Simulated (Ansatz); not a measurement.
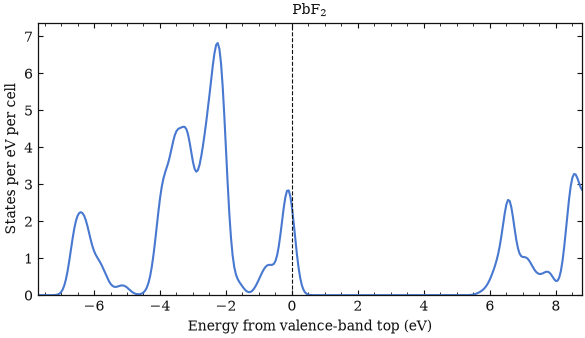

Density of states. Energies are counted from the top of the valence band. The curve is built from the levels of the k mesh with Gaussians 0.4 eV wide, which also blur the band edges.

The material is PbF$_{2}$, space group Fm-3m, 3 atoms in the cell, hydrostatic strain +1.2%; a = 4.21 Å, b = 4.21 Å, c = 4.21 Å, α = 60.00°, β = 60.00°, γ = 60.00°.

Method: DFT, HSE06, plane waves, PAW, no spin polarisation, 6×6×6 k mesh, 420 eV cutoff (Ansatz 0.2.0).

Question: Is there a gap at the Fermi level, and how wide?

Answer: There is a gap; over the k points computed it is 5.78 eV (indirect; the smallest direct gap is 5.88 eV).

Question: Where is the tallest peak of the filled states in the window?

Answer: Within the window shown, the tallest peak of the filled states lies 2.2 eV under the valence-band top, at about 6.8 states per eV and cell.

Question: How wide is the upper valence band?

Answer: The upper group of valence states starts about 6.7 eV under the valence-band top, with a gap beneath it; it holds about 14 electrons a cell.

Spin-orbit coupling is left out, which matters for Pb.
